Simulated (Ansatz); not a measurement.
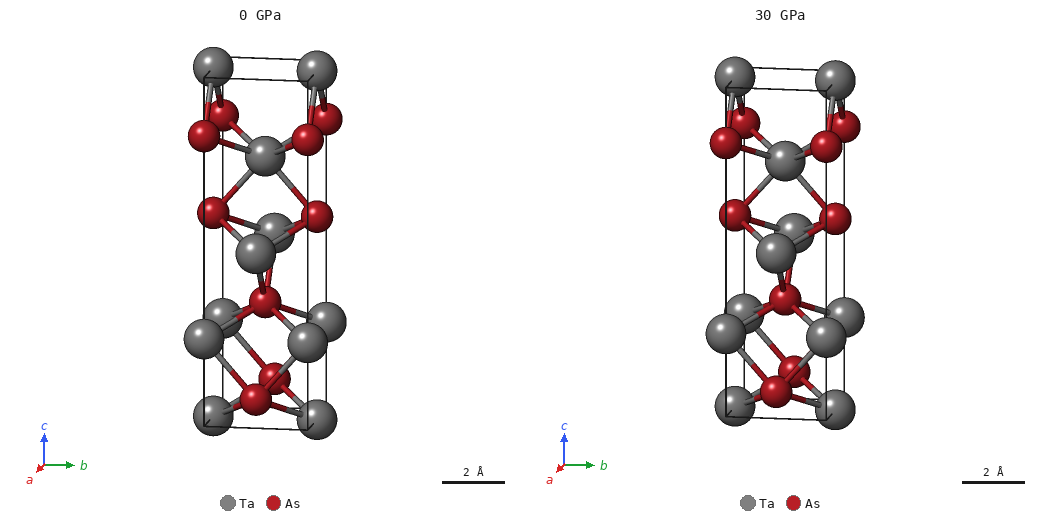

TaAs, space group I4₁md (No. 109), relaxed (cell and atoms) under a series of hydrostatic pressures; the conventional cell is drawn at the lowest and the highest, to one scale (sticks follow a distance rule). The start was a structure listed in the Materials Project.

Alike in all runs: Ansatz 0.2.0; functional PBEsol; potentials Ansatz PAW; cutoff 420 eV; k mesh 11 × 11 × 11 on the run's cell of 4 atoms; occupations fermi-dirac, width 0.05 eV; no spin polarisation; no spin-orbit coupling.

| pressure (GPa) | volume (Å³/atom) | a (Å) | c (Å) |
| --- | --- | --- | --- |
| 0.0 | 17.023 | 3.429 | 11.585 |
| 2.0 | 16.846 | 3.419 | 11.528 |
| 5.0 | ? | ? | ? |
| 10.0 | 16.230 | 3.385 | 11.334 |
| 20.0 | 15.592 | 3.349 | 11.122 |
| 30.0 | 15.060 | 3.319 | 10.937 |

What equation of state do the given rows imply, and what volume does it predict for the missing row?

The fit gives V0 = 17.02 Å³/atom, B0 = 190 GPa and B0′ = 4.2, which puts the volume at 5.0 GPa at 16.60 Å³/atom. The run gave volume 16.602 Å³/atom; a 3.405 Å; c 11.453 Å.

Which axis yields most up to 30 GPa?

The c axis: a −3.2 %, c −5.6 %, against −11.5 % in volume.

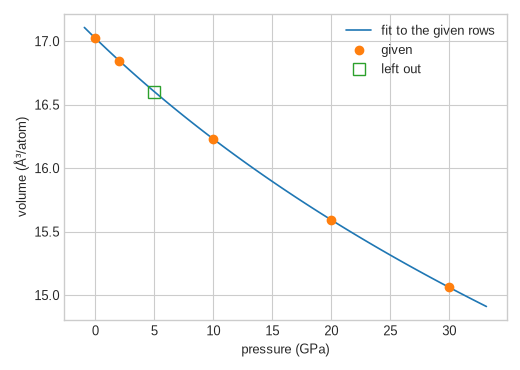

Volume against pressure, with the fit. The structure was kept in its own symmetry, so a change to another phase within this range wouldn't be seen. The gaps aren't listed, since this mesh can miss the band edges.

Caveat: the plane-wave basis is chosen anew once the cell has moved, so the energies of steps on either side of that aren't comparable; spin-orbit coupling is left out, which matters for Ta, if less for volumes and forces than for levels.
